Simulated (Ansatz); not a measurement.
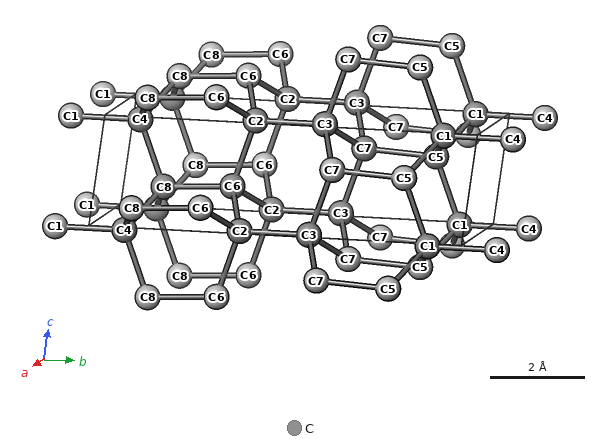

Figure 1. The structure (ball-and-stick view of the cell of the calculation, set on other vectors, seen slightly off an axis; neighbours outside the cell are drawn fainter; atoms are numbered from 1 in the order of the input). Near neighbours in the crystal (not all of them lie inside the picture): C has 4 C at 1.53 to 1.58 Å.

**Two runs on C**

System: C (P2₁, 8 atoms in the cell).
Method of run A: DFT PBE, scalar-relativistic, plane waves, PAW, PAW set soft_1, no spin polarisation (Ansatz 0.2.0).

The structure derives from an entry of the Crystallography Open Database. Text and figures count atoms from 1; the logs count them from 0 in places.

### Input, run A
```yaml
crystal:
  lattice:
    - [2.5180642186, 0.0, 0.0]
    - [-1.2590321093, 2.1807075817, 0.0]
    - [0.0, 0.0, 8.3046919353]
  atoms:
    - { symbol: C, position: [-0.0435984031, -0.0319162462, 0.0929732494] }
    - { symbol: C, position: [0.0435984031, 0.0319162462, 0.5929732494] }
    - { symbol: C, position: [0.0435984031, 0.0319162462, 0.4070267506] }
    - { symbol: C, position: [-0.0435984031, -0.0319162462, 0.9070267506] }
    - { symbol: C, position: [0.2976319175, 0.6405314164, 0.1555299995] }
    - { symbol: C, position: [0.7023680825, 0.3594685836, 0.6555299995] }
    - { symbol: C, position: [0.3690347492, 0.692801917, 0.3444700005] }
    - { symbol: C, position: [0.6309652508, 0.307198083, 0.8444700005] }
basis:
  ecutwfc: 520.0
kpoints:
  mp_grid: { grid: [12, 12, 4] }
hamiltonian:
  xc: pbe
  pseudopotentials: { kind: paw, azcp: { folder: soft_1 } }
scf:
  occupations: { method: gaussian, width: 0.05 }
output:
  forces: true
  stress: true
  eigenvalues: true
```

Launched with:
```bash
ansatz run input.yaml --threads 2 --pin off --max-ram 4096MiB --backend cpu --events-out ev --progress --plain --runs-dir out
```

Hardware: 2 threads of Arm Neoverse N1, 98 GiB of memory available, shared host.

### Output, shortened to warnings, some set-up lines, iterations and results (run A)
```
Basis set: ecut = 520 eV, 1243 PW (Γ), exchange–correlation on 40×40×128 points (8 copies of the dense FFT grid, shifted against one another)
Symmetry: 2 space group operations
k-points: 222 of 576 (time reversal used)
Initial density: superposition of atomic densities (chi_scale 0.1, normalization cell)
[...]
SCF iter   1: F=—  HF=-2008.356386 eV  |F-HF|=—  |Δ(HF+E_count)|=         —  Δρ=1.37e-1  dr2=6.08e0  ethr=3.10e-3  ⟨swp⟩=6.0  Hψ=24876  notcnv=0  defer=7
SCF iter   2: F=—  HF=-2006.424425 eV  |F-HF|=—  |Δ(HF+E_count)|=    1.93e0  Δρ=5.70e-2  dr2=9.59e-1  ethr=3.10e-3  ⟨swp⟩=2.8  Hψ=12675  notcnv=0  defer=535
SCF iter   3: F=—  HF=-2006.180178 eV  |F-HF|=—  |Δ(HF+E_count)|=   2.44e-1  Δρ=5.01e-3  dr2=4.06e-3  ethr=3.00e-3  ⟨swp⟩=3.0  Hψ=9579  notcnv=0  defer=535
SCF iter   4: F=—  HF=-2006.182291 eV  |F-HF|=—  |Δ(HF+E_count)|=   2.11e-3  Δρ=6.40e-4  dr2=3.91e-4  ethr=1.27e-5  ⟨swp⟩=2.5  Hψ=8178  notcnv=0  defer=313
SCF iter   5: F=—  HF=-2006.182189 eV  |F-HF|=—  |Δ(HF+E_count)|=   1.02e-4  Δρ=1.89e-4  dr2=6.57e-6  ethr=1.22e-6  ⟨swp⟩=2.0  Hψ=7116  notcnv=0  defer=313
SCF iter   6: F=—  HF=-2006.182190 eV  |F-HF|=—  |Δ(HF+E_count)|=   5.92e-7  Δρ=4.95e-5  dr2=3.04e-7  ethr=2.05e-8  ⟨swp⟩=2.0  Hψ=8494  notcnv=0  defer=313
SCF iter   7: F=-2006.182190 eV  HF=-2006.182190 eV  |F-HF|=8.63e-9  |Δ(HF+E_count)|=   6.50e-7  Δρ=6.94e-6  dr2=1.76e-8  ethr=3.13e-10  ⟨swp⟩=10.1  Hψ=25536  notcnv=0
SCF 1 converged in 7 iterations: F = -2006.182190 eV  dr2 = 1.76e-8
SCF converged after 7 iterations
Free energy (F): -2006.182190 eV
Harris-Foulkes:  -2006.182190 eV  (|F-HF|=8.63e-9)
Internal energy: -2006.182190 eV  (E = F + TS)
E sigma→0 (E₀):  -2006.182190 eV
Fermi energy:    15.629686 eV
--- Per-component energies (eV) ---
  E_band       = 138.058799
  E_kinetic    = 717.219185
  E_local      = -443.769376  (includes V_loc(G=0)·N_el)
  E_nonlocal   = 183.554474
  E_hartree    = 106.602103
  E_xc         = -381.258343
  E_vxc        = -470.840399  (∫ρ·V_xc dr)
  E_paw        = -799.546451  (= ΣΔE_a)
  E_vpaw       = -61.308786  (= ΣTr[D̂ρ^β])
  E_aug_tail   = 0.000016  (compensation charges beyond the density's cutoff)
  E_ewald      = -1388.983798
  E_smearing   = -0.000000  (= −TS)
  E_closure    = -0.000000  (closes the sum)
  Σ components = -2006.182190   (vs F -2006.182190, Δ=0.00e0)
--- Forces (eV/Å), atoms counted from 1 ---
  atom   1  C      0.49652274     0.46766293    -0.00015274
  atom   2  C     -0.49652274    -0.46766293    -0.00015274
  atom   3  C     -0.43864570    -0.46752470    -0.00123530
  atom   4  C      0.43864570     0.46752470    -0.00123530
  atom   5  C      0.34330184     0.38217960     0.01653524
  atom   6  C     -0.34330184    -0.38217960     0.01653524
  atom   7  C     -0.42104049    -0.38221704    -0.01514635
  atom   8  C      0.42104049     0.38221704    -0.01514635
  max |Σ_I F_I| component: 1.69e-6 eV/Å
--- Stress (GPa, compression-positive) ---
       -0.105752      -0.624271      -0.000000
       -0.624272      -0.098216       0.000000
       -0.000000       0.000000       0.490133
  P = ⅓ Tr σ = 0.0954 GPa (0.954 kbar)
```

For run B the input was changed thus:
```diff
-    - { symbol: C, position: [-0.0435984031, -0.0319162462, 0.0929732494] }
-    - { symbol: C, position: [0.0435984031, 0.0319162462, 0.5929732494] }
-    - { symbol: C, position: [0.0435984031, 0.0319162462, 0.4070267506] }
-    - { symbol: C, position: [-0.0435984031, -0.0319162462, 0.9070267506] }
-    - { symbol: C, position: [0.2976319175, 0.6405314164, 0.1555299995] }
-    - { symbol: C, position: [0.7023680825, 0.3594685836, 0.6555299995] }
-    - { symbol: C, position: [0.3690347492, 0.692801917, 0.3444700005] }
-    - { symbol: C, position: [0.6309652508, 0.307198083, 0.8444700005] }
+    - { symbol: C, position: [-0.0397043508, -0.0425549949, 0.0929732494] }
+    - { symbol: C, position: [0.0397043508, 0.0425549949, 0.5929732494] }
+    - { symbol: C, position: [0.0397043508, 0.0425549949, 0.4070267506] }
+    - { symbol: C, position: [-0.0397043508, -0.0425549949, 0.9070267506] }
+    - { symbol: C, position: [0.3008206393, 0.6318196663, 0.1555299995] }
+    - { symbol: C, position: [0.6991793607, 0.3681803337, 0.6555299995] }
+    - { symbol: C, position: [0.3658460273, 0.7015136671, 0.3444700005] }
+    - { symbol: C, position: [0.6341539727, 0.2984863329, 0.8444700005] }
```

Predict how the results change.

With the same functional and potentials, run B lies 3.0 meV per atom higher. The largest force goes from 0.682 to 0.704 eV/Å. The number of SCF iterations is the same.

### Output, shortened to warnings, some set-up lines, iterations and results (run B)
```
Basis set: ecut = 520 eV, 1243 PW (Γ), exchange–correlation on 40×40×128 points (8 copies of the dense FFT grid, shifted against one another)
Symmetry: 2 space group operations
k-points: 222 of 576 (time reversal used)
Initial density: superposition of atomic densities (chi_scale 0.1, normalization cell)
[...]
SCF iter   1: F=—  HF=-2008.330747 eV  |F-HF|=—  |Δ(HF+E_count)|=         —  Δρ=1.37e-1  dr2=6.07e0  ethr=3.10e-3  ⟨swp⟩=6.0  Hψ=24886  notcnv=0  defer=6
SCF iter   2: F=—  HF=-2006.400129 eV  |F-HF|=—  |Δ(HF+E_count)|=    1.93e0  Δρ=5.70e-2  dr2=9.58e-1  ethr=3.10e-3  ⟨swp⟩=2.8  Hψ=12664  notcnv=0  defer=532
SCF iter   3: F=—  HF=-2006.156033 eV  |F-HF|=—  |Δ(HF+E_count)|=   2.44e-1  Δρ=5.01e-3  dr2=4.07e-3  ethr=2.99e-3  ⟨swp⟩=3.0  Hψ=9585  notcnv=0  defer=532
SCF iter   4: F=—  HF=-2006.158148 eV  |F-HF|=—  |Δ(HF+E_count)|=   2.12e-3  Δρ=6.52e-4  dr2=4.07e-4  ethr=1.27e-5  ⟨swp⟩=2.5  Hψ=8227  notcnv=0  defer=310
SCF iter   5: F=—  HF=-2006.158041 eV  |F-HF|=—  |Δ(HF+E_count)|=   1.06e-4  Δρ=1.91e-4  dr2=6.56e-6  ethr=1.27e-6  ⟨swp⟩=2.0  Hψ=7115  notcnv=0  defer=310
SCF iter   6: F=—  HF=-2006.158042 eV  |F-HF|=—  |Δ(HF+E_count)|=   7.08e-7  Δρ=4.94e-5  dr2=3.05e-7  ethr=2.05e-8  ⟨swp⟩=2.0  Hψ=8488  notcnv=0  defer=310
SCF iter   7: F=-2006.158043 eV  HF=-2006.158043 eV  |F-HF|=8.45e-9  |Δ(HF+E_count)|=   6.51e-7  Δρ=6.94e-6  dr2=1.75e-8  ethr=3.13e-10  ⟨swp⟩=10.0  Hψ=25492  notcnv=0
SCF 1 converged in 7 iterations: F = -2006.158043 eV  dr2 = 1.75e-8
SCF converged after 7 iterations
Free energy (F): -2006.158043 eV
Harris-Foulkes:  -2006.158043 eV  (|F-HF|=8.45e-9)
Internal energy: -2006.158043 eV  (E = F + TS)
E sigma→0 (E₀):  -2006.158043 eV
Fermi energy:    15.637694 eV
--- Per-component energies (eV) ---
  E_band       = 138.093184
  E_kinetic    = 717.194402
  E_local      = -443.637147  (includes V_loc(G=0)·N_el)
  E_nonlocal   = 183.559492
  E_hartree    = 106.555883
  E_xc         = -381.250221
  E_vxc        = -470.830149  (∫ρ·V_xc dr)
  E_paw        = -799.542969  (= ΣΔE_a)
  E_vpaw       = -61.304676  (= ΣTr[D̂ρ^β])
  E_aug_tail   = 0.000016  (compensation charges beyond the density's cutoff)
  E_ewald      = -1389.037497
  E_smearing   = -0.000000  (= −TS)
  E_closure    = -0.000000  (closes the sum)
  Σ components = -2006.158043   (vs F -2006.158043, Δ=0.00e0)
--- Forces (eV/Å), atoms counted from 1 ---
  atom   1  C      0.33741657     0.60441243     0.00088996
  atom   2  C     -0.33741657    -0.60441243     0.00088996
  atom   3  C     -0.28623370    -0.64287302    -0.00047784
  atom   4  C      0.28623370     0.64287302    -0.00047784
  atom   5  C      0.22024593     0.53531429     0.01692508
  atom   6  C     -0.22024593    -0.53531429     0.01692508
  atom   7  C     -0.28921489    -0.48356936    -0.01733686
  atom   8  C      0.28921489     0.48356936    -0.01733686
  max |Σ_I F_I| component: 6.66e-7 eV/Å
--- Stress (GPa, compression-positive) ---
        0.298737      -0.549913      -0.000000
       -0.549914      -0.530216       0.000000
       -0.000000       0.000000       0.550084
  P = ⅓ Tr σ = 0.1062 GPa (1.062 kbar)
```

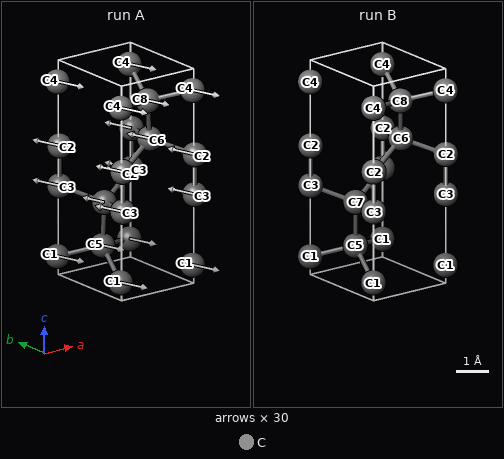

Figure 2. The two input geometries at one scale (ball-and-stick view of the cell of the calculation, seen at an oblique angle). The white arrows on the first give the shifts of the atoms relative to the cell, with their mean removed, magnified 30 times. The largest moves, 0.033 Å, are those of C1, C2, C3 and C4. (The mean shift of all atoms is removed.) The cell doesn't change. Among the contacts that change: C3–C7 1.540 → 1.545 Å, C1–C5 1.548 → 1.543 Å.

### The two runs side by side

| quantity | run A | run B |
| --- | --- | --- |
| outcome | converged | converged |
| free energy per atom (eV) | −250.7728 | −250.7698 |
| gap on the mesh (eV) | 4.52 | 4.54 |
| pressure (GPa) | 0.10 | 0.11 |
| largest force (eV/Å) | 0.682 | 0.704 |
| SCF iterations | 7 | 7 |
| irreducible k-points | 222 | 222 |
| plane waves at Γ | 1243 | 1243 |
| wall time (shared host) | 30 s | 30 s |
